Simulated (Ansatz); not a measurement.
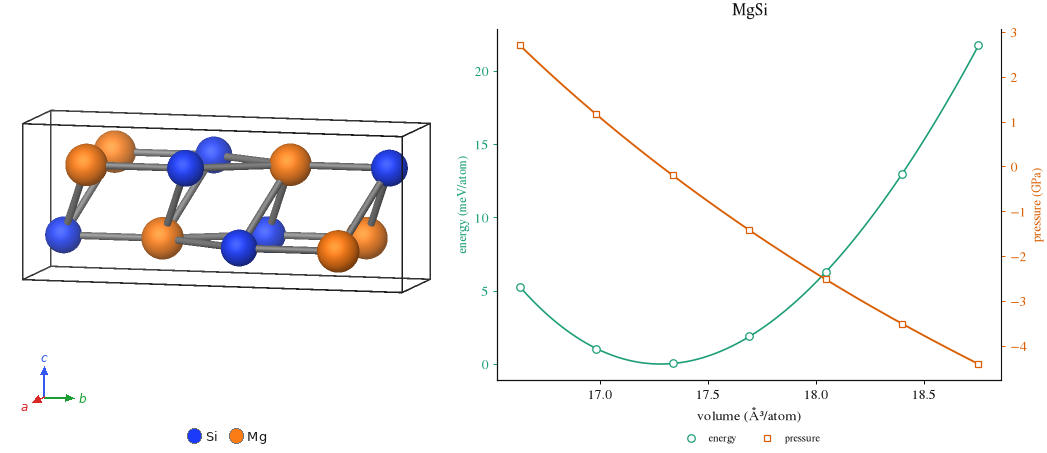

The picture above shows the energy and pressure against volume for MgSi, space group Cmcm (No. 63). The conventional cell is drawn beside the plot.

Cell as given: a = 5.630 Å, b = 5.630 Å, c = 4.340 Å, α = 90.00°, β = 90.00°, γ = 149.04°; 4 atoms.

Calculation (Ansatz 0.2.0): all-electron LAPW DFT, no spin polarisation; energies at scaled volumes of the given cell, shape and fractions fixed, counted from the fit's minimum, third-order Birch-Murnaghan fit. Level: PBEsol.

k mesh 9×9×6; occupations Fermi–Dirac; smearing width 0.05 eV; potentials all electron LAPW, scalar relativistic; program settings basis error eV/atom 0.001.

**What equilibrium volume and bulk modulus follow from the curve?**

A third-order Birch–Murnaghan fit gives V0 = 17.28 Å³/atom, B0 = 64.2 GPa and B′ = 4.3.

**Read off the course of the pressure.**

It falls from 2.70 GPa at volume 16.63 Å³/atom to −4.41 GPa at 18.75 Å³/atom, and changes sign near 17.29 Å³/atom.

Keep in mind: shape and atomic fractions are frozen while scaling, which makes layered, chain and framework solids too stiff.

The computed values:

```json
{"volume (Å³/atom)": "16.63", "energy (meV/atom)": "5.27", "pressure (GPa)": "2.70"}
{"volume (Å³/atom)": "16.98", "energy (meV/atom)": "1.05", "pressure (GPa)": "1.16"}
{"volume (Å³/atom)": "17.34", "energy (meV/atom)": "0.04", "pressure (GPa)": "-0.20"}
{"volume (Å³/atom)": "17.69", "energy (meV/atom)": "1.88", "pressure (GPa)": "-1.42"}
{"volume (Å³/atom)": "18.05", "energy (meV/atom)": "6.26", "pressure (GPa)": "-2.52"}
{"volume (Å³/atom)": "18.40", "energy (meV/atom)": "12.95", "pressure (GPa)": "-3.51"}
{"volume (Å³/atom)": "18.75", "energy (meV/atom)": "21.73", "pressure (GPa)": "-4.41"}
```
